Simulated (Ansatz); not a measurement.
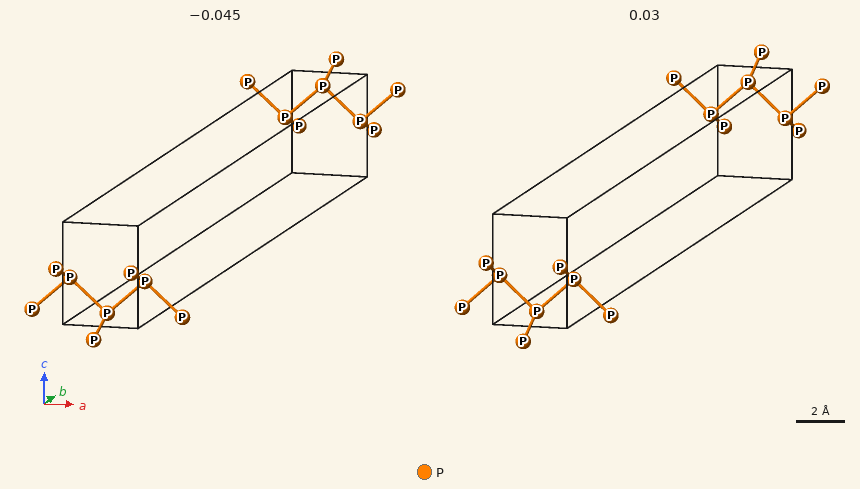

Solid P (set up in Pmna), under uniaxial strain along c (a, b and atoms relaxed), with energies (extrapolated to zero smearing) counted from the relaxed crystal, which is the row at zero. The picture shows the first and the last member. A ball-and-stick model of the cell of the calculation, seen slightly off an axis.

Computed with Ansatz 0.2.0: DFT r2SCAN, scalar-relativistic, plane waves, PAW. Settings: plane-wave cutoff 500 eV; k-point mesh 8 × 1 × 6; occupations gaussian; smearing width 0.02 eV; no spin polarisation; force threshold 0.008 eV/Å.

```csv
strain,energy (meV/atom),a (Å),b (Å),c (Å),band gap (eV)
−0.045,6.78,3.320,35.251,4.428,0.91
−0.03,2.97,3.309,35.120,4.497,0.98
−0.015,?,?,?,?,?
0.0,0.00,3.290,34.859,4.636,1.09
0.015,0.76,3.283,34.728,4.706,1.14
0.03,2.94,3.277,34.597,4.775,1.19
```

> One row is withheld. What does the calculation give there?

A parabola through three neighbouring rows (−0.045, −0.03, 0.0) gives, with Lagrange weights, (−0.3333)(6.78) + (1.0000)(2.97) + (0.3333)(0.00) = 0.71 meV/atom. The calculation gives 0.72 meV/atom (a = 3.299 Å, b = 34.989 Å, c = 4.567 Å). The estimate is 0.01 meV/atom too low. For the gap a parabola through the rows −0.045, −0.03, 0.0 gives 1.04 eV, and the calculation 1.04 eV (semilocal gaps, lower than measured ones as a rule). From the first member to the last: P–P 2.239 → 2.256 Å, P–P 2.210 → 2.204 Å.

The whole series:

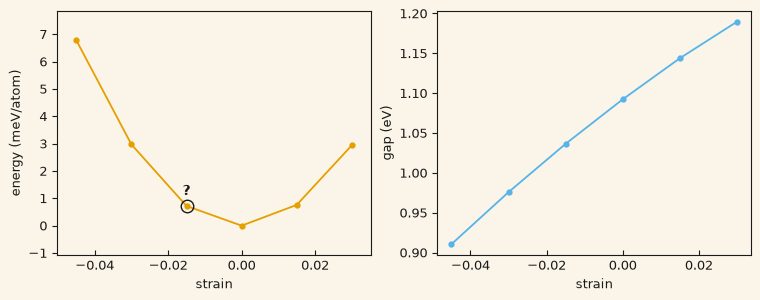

Each member starts from this one structure; whether another phase lies lower wasn't checked.

Limits of the set-up: layers or molecules are held without a dispersion correction, so their spacing is unreliable.
